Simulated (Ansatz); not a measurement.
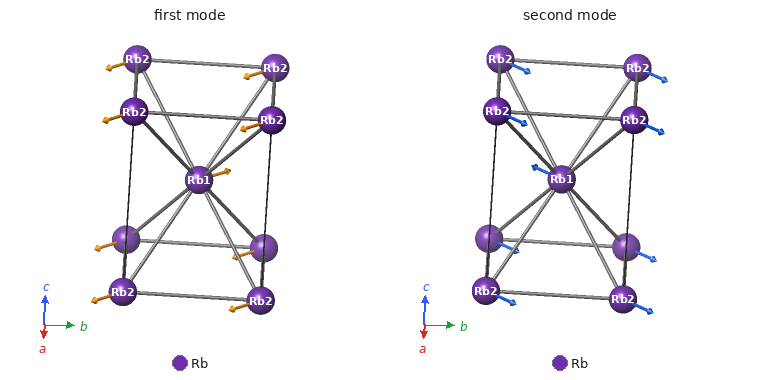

The system is Rb (Fm-3m, No. 225; 2 atoms in the cell); the picture shows the reference structure; its two panels give the patterns of the first and the second mode as arrows. The energy is mapped over two normal modes frozen in (zone-centre modes of the 2-atom cell of this scan, which folds in the wave vector (0, 1/2, 1/2) of the primitive cell). Coordinates scanned: (1) amplitude of mode 4 (34 cm⁻¹), largest displacement; (2) amplitude of mode 5 (34 cm⁻¹), largest displacement. Nothing is relaxed (the cell and all other modes fixed). Grid: 11 × 11 points; 21 points were computed and 100 follow by symmetry. Points are written as (first, second). Energies are in meV per cell, from the lowest grid point. The cutoff or the k-mesh is coarse on purpose, so the values aren't converged. Level of theory: DFT PBEsol, scalar-relativistic, plane waves, PAW in Ansatz 0.2.0. Settings: cutoff 340 eV, k-mesh 10×10×6 in the order of the run's cell vectors, gaussian smearing 0.15 eV, no spin polarisation.

Its coordinates:

```xyz
2
Lattice="0.0000 -3.5159 -3.5159 0.0000 3.5159 -3.5159 7.0319 0.0000 0.0000" Properties=species:S:1:pos:R:3 pbc="T T T"
Rb    3.5159    0.0000   -3.5159
Rb    0.0000    0.0000    0.0000
```

The input of one point:

```yaml
crystal:
  lattice:
    - [0.0, -3.5159451254, -3.5159451254]
    - [0.0, 3.5159451254, -3.5159451254]
    - [7.0318902508, 0.0, 0.0]
  atoms:
    - { symbol: Rb, position: [0.5, 0.5, 0.5] }
    - { symbol: Rb, position: [0.0, 0.0, 0.0] }
basis:
  ecutwfc: 340.0
kpoints:
  mp_grid: { grid: [10, 10, 6] }
hamiltonian:
  xc: pbesol
scf:
  occupations: { method: gaussian, width: 0.15 }
output:
  forces: true
  stress: true
  eigenvalues: true
```

Range: amplitude of mode 4 (34 cm⁻¹), largest displacement from −0.407 to 0.407 Å; amplitude of mode 5 (34 cm⁻¹), largest displacement from −0.407 to 0.407 Å.

### What will the energy surface look like?

The lowest grid point is at (0.000 Å, 0.000 Å). The highest grid point, (−0.407 Å, −0.407 Å), lies 100 meV above the lowest.

```tsv
second ↓, first →	−0.407	−0.326	−0.244	−0.163	−0.081	0.000	0.081	0.163	0.244	0.326	0.407
0.407	100	85	74	66	61	60	61	66	74	85	100
0.326	85	68	55	46	40	38	40	46	55	68	85
0.244	74	55	40	30	24	22	24	30	40	55	74
0.163	66	46	30	19	12	10	12	19	30	46	66
0.081	61	40	24	12	5	2	5	12	24	40	61
0.000	60	38	22	10	2	0	2	10	22	38	60
−0.081	61	40	24	12	5	2	5	12	24	40	61
−0.163	66	46	30	19	12	10	12	19	30	46	66
−0.244	74	55	40	30	24	22	24	30	40	55	74
−0.326	85	68	55	46	40	38	40	46	55	68	85
−0.407	100	85	74	66	61	60	61	66	74	85	100
```

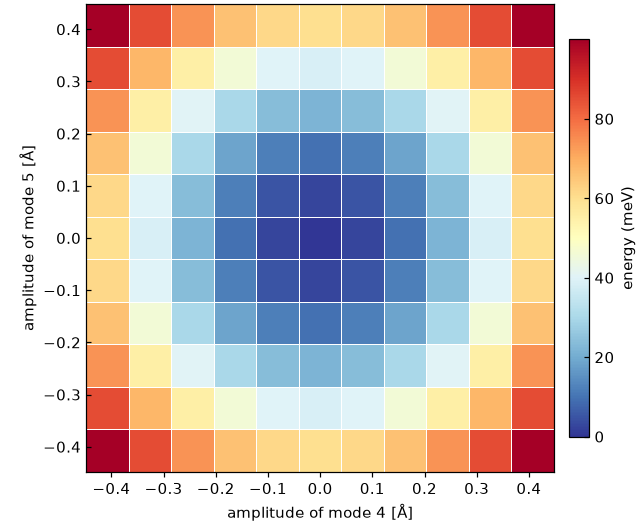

Drawn: one coloured cell a grid point.

Each point was launched as `ansatz run input.yaml --threads 1 --pin off --max-ram 2048MiB --backend cpu --events-out ev --progress --plain --runs-dir out`. The whole map (21 points run) took 4 min on 1 thread of Arm Neoverse V2, with other jobs on the host.
